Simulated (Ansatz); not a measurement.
# TiH$_{5}$: what the fields show

Input

```
crystal:
  lattice:
    - [3.0572321011, 2.617e-07, 0.0]
    - [-1.5286162772, 2.6476405339, 0.0]
    - [0.0, 0.0, 29.585304]
  atoms:
    - { symbol: Ti, position: [0.6666666667, 0.3333333333, 0.2873048051] }
    - { symbol: H, position: [0.3333333333, 0.6666666667, 0.3239394362] }
    - { symbol: H, position: [0.3333333333, 0.6666666667, 0.250670174] }
    - { symbol: H, position: [0.6666666667, 0.3333333333, 0.2274207087] }
    - { symbol: H, position: [0.6666666667, 0.3333333333, 0.3471889016] }
    - { symbol: H, position: [0.0, 0.0, 0.2873048051] }
  periodic: [true, true, false]
basis:
  ecutwfc: 420
kpoints:
  mp_grid: { grid: [12, 12, 1] }
hamiltonian:
  xc: pbe
scf:
  occupations: { method: gaussian, width: 0.1 }
output:
  forces: true
  stress: true
  eigenvalues: true
  write_density: true
  write_potential: true
  elf: true
  volumetric_format: npy
relax:
  adjacent_minimum: "off"
  f_tol: 0.01
  max_steps: 80
  cell: { stress_2d_tol: 0.02 }
```

Command:

```sh
ansatz run input.yaml --threads 1 --pin off --max-ram 2048MiB --backend cpu --events-out ev --progress --plain --runs-dir out
```

The fields are those of the relaxed geometry.

A structure generated by program, which may or may not match a known phase; computed without spin polarisation.

All numbers below come from DFT PBE, scalar-relativistic, plane waves, PAW (Ansatz 0.2.0).

In a PAW calculation such maps are meaningful between the atoms, not at the nuclei.

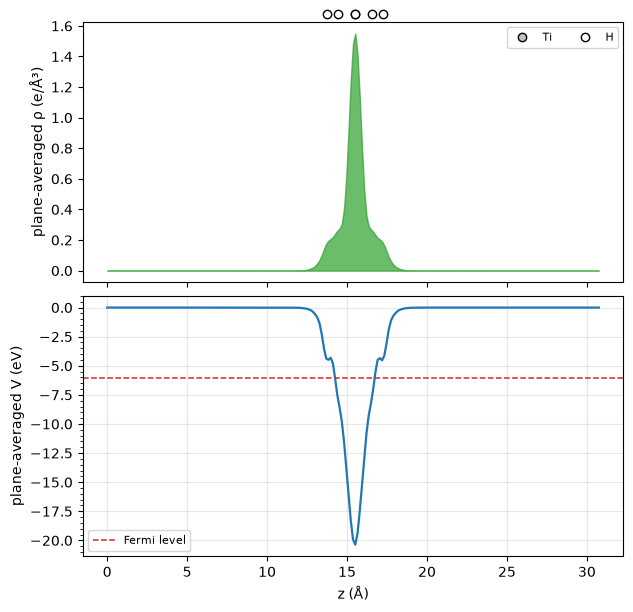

Figure 1. Plane average of the electrostatic potential (local pseudopotential plus Hartree) felt by an electron and of the valence pseudo-density across the slab. Circles mark the heights of the atoms.

> What is the work function?

The potential is flat in the vacuum, 6.02 eV above the Fermi level; this is the work function, the same on both faces.

> How thick is the slab, and how wide the vacuum?

The outermost nuclei are 3.5 Å apart, in 5 atomic planes; the vacuum between periodic images is 27.3 Å wide.

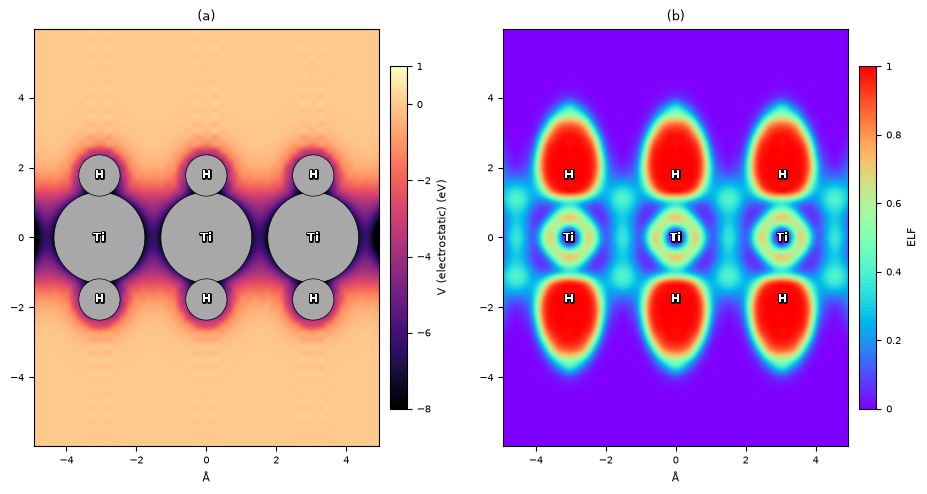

Figure 2. (a) electrostatic potential (local pseudopotential plus Hartree) felt by an electron; (b) electron localisation function on the (010) plane of the calculation cell, a cut from vacuum to vacuum. Grey discs cover the atomic cores in the potential map.

> Read the bonding off the picture.

The section cuts through Ti and H sites. Ti–H (1.77 Å): the ELF climbs to about 1 towards the hydrogen. The features right at Ti lie inside the PAW spheres, where the map follows smoothed inner orbitals and isn't to be read closely. Outside the cores the potential energy rises away from the atoms and is highest in the vacuum; its zero is arbitrary.

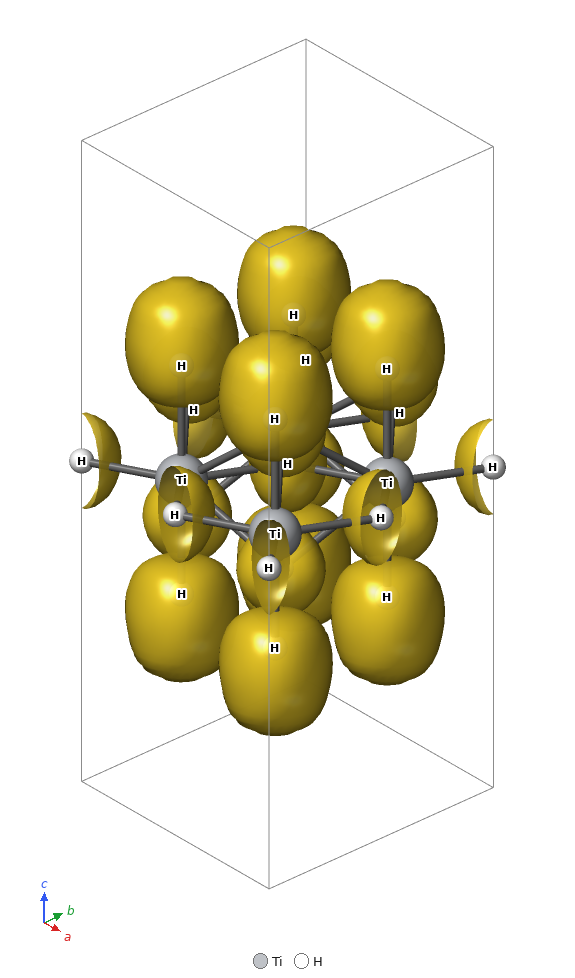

Figure 3. Isosurface of the electron localisation function at 0.75 (yellow), seen at an oblique angle. Only the valence region is drawn (cores and ρ < 0.01 e/Å³ removed). Sticks mark near contacts.

> What do the ELF domains correspond to?

The ELF exceeds this value in five regions around hydrogen nuclei, counted in one cell of 6 atoms. Counts are for one cell; the picture repeats the cell along the surface.

> Does the calculation give a band gap?

It is gapless in this calculation (a metal or semimetal).
